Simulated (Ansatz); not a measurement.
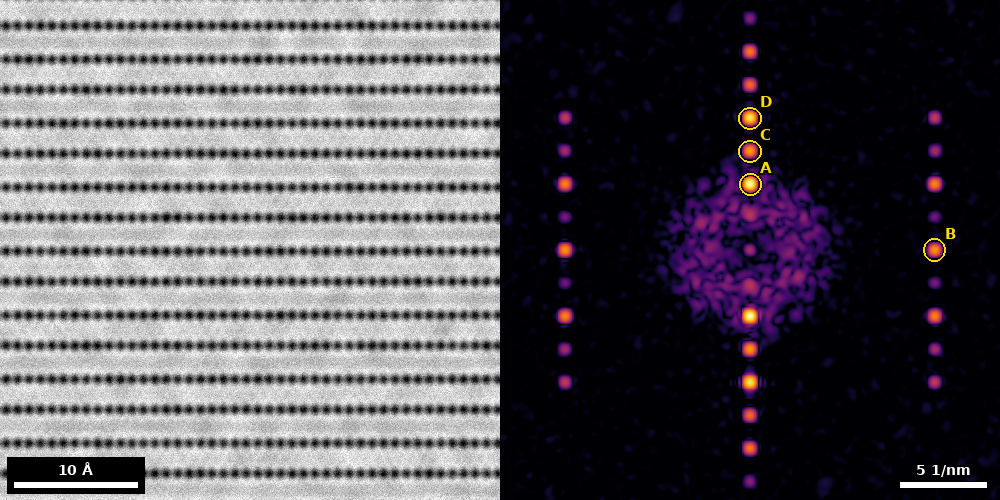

Phase-contrast TEM-like image of a crystal. Simulated in the weak-phase-object approximation with neutral-atom potentials: 300 kV, Cs = 20 µm, defocus −75 Å (negative is underfocus), defocus spread 15 Å, aperture 1.36 1/Å. Shot noise and the speckle of an amorphous layer were added.

The right panel is the modulus of the image's Fourier transform on a logarithmic scale.

Question: Which lattice spacings do the marked spots stand for, and what angle do A and B enclose?

Answer: A: 2.6 Å, B: 0.9 Å, C: 1.7 Å, D: 1.3 Å; A and B enclose about 90°.

The crystal is Ag (Fmmm, No. 69) along [210]; the spots are (0 0 -4), (2 -4 0), (0 0 -6) and (0 0 -8). Model: coordinates from a relaxation with DFT r2SCAN, scalar-relativistic, plane waves, PAW (Ansatz); the starting structure was generated, so it need not be a known form of this composition.
